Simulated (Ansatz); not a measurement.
**FeCo: density, localisation and related maps**

Input file:

```
crystal:
  lattice:
    - [2.8382788998, 0.0, 0.0]
    - [0.0, 2.8382788998, 0.0]
    - [0.0, 0.0, 2.8382788998]
  atoms:
    - { symbol: Fe, position: [0.5, 0.5, 0.5], spin: 3.41 }
    - { symbol: Co, position: [0.0, 0.0, 0.0], spin: 2.16 }
basis:
  ecutwfc: 500
kpoints:
  mp_grid: { grid: [14, 14, 14] }
  band_path:
    path:
      - [[0.0, 0.0, 0.0], [0.0, 0.5, 0.0], [0.5, 0.5, 0.0], [0.0, 0.0, 0.0], [0.5, 0.5, 0.5], [0.0, 0.5, 0.0]]
      - [[0.5, 0.5, 0.5], [0.5, 0.5, 0.0]]
    npoints: 14
hamiltonian:
  xc: r2scan
scf:
  occupations: { method: gaussian, width: 0.1 }
  n_extra_bands: 6
output:
  forces: true
  stress: true
  eigenvalues: true
  populations: true
  dos: { projected: true, de: 0.02, nscf_kmesh: { grid: [21, 21, 21] } }
  bader: true
  write_density: true
  write_potential: true
  elf: true
  volumetric_format: npy
magnetization:
  spin_polarized: true
checkpoint:
  read: start.run
  write: ck
  compress: false
  write_wavefunctions: false
  write_every: 100000
```

Launched as:

```sh
ansatz run input.yaml --threads 1 --pin off --max-ram 2560MiB --backend cpu --events-out ev --progress --plain --runs-dir out
```

Below, planes, directions and counts refer to the conventional cell (a = 2.84 Å, b = 2.84 Å, c = 2.84 Å, α = 90.00°, β = 90.00°, γ = 90.00°).

Space group Pm-3m; spin-polarised.

The calculation used DFT r2SCAN, scalar-relativistic, plane waves, PAW in Ansatz.

In a PAW calculation such maps are meaningful between the atoms, not at the nuclei.

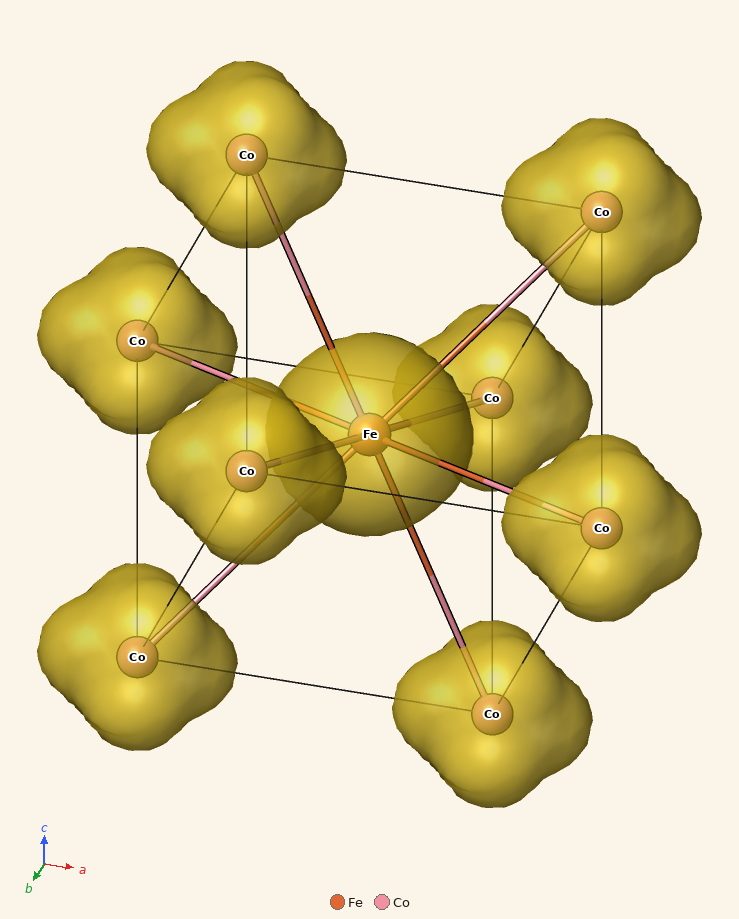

Figure 1. Isosurface of the spin density (up minus down) at +0.3 e/Å³ (yellow), seen at an oblique angle. Sticks mark near contacts.

> Which atoms carry the moments, and with what signs?

The spin density sits on Fe: +3.1 μB; Co: +2.0 μB in one cell of 2 atoms: parallel main moments (a ferromagnetic arrangement) in this solution. The cell of the calculation (2 atoms) carries 4.8 μB of net spin moment.

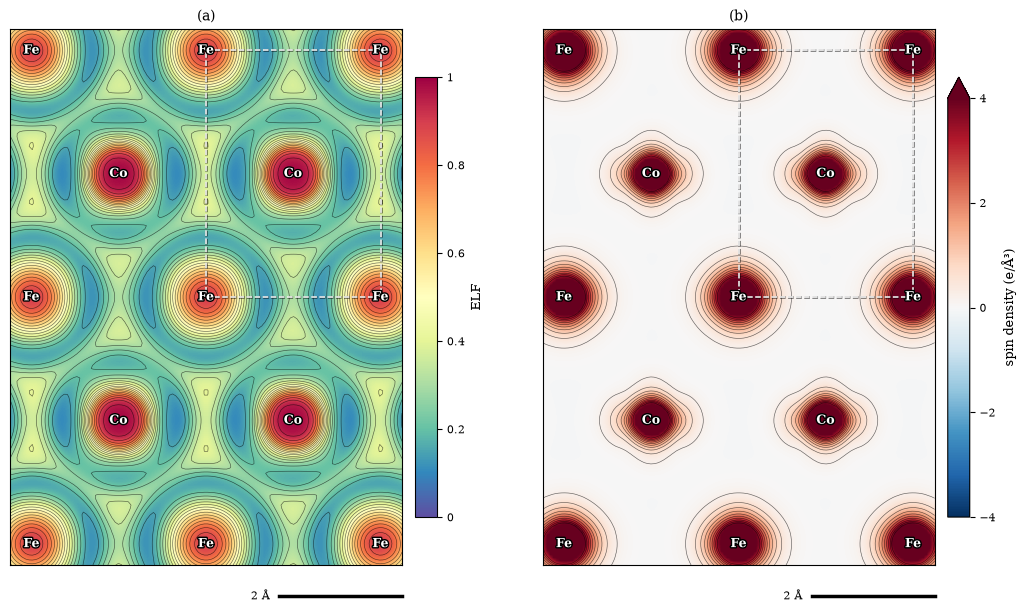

Figure 2. (a) electron localisation function; (b) spin density (up minus down) on the (11̄0) plane of the conventional cell.

> What do the fields say about this system?

Atoms in the plane: Fe and Co. Fe–Co (2.46 Å): the ELF is about 0.25 at the midpoint (no localised pair shows between them). The features right at Fe and Co lie inside the PAW spheres, where the map follows smoothed inner orbitals and isn't to be read closely.

> Metal or insulator at this level of theory?

It is metallic or semimetallic at this level of theory: no gap opens.

> Which way does charge flow, and how much by Bader's partition?

Electrons move from Fe towards Co. Bader charges: Fe +0.27 and Co −0.27 e.
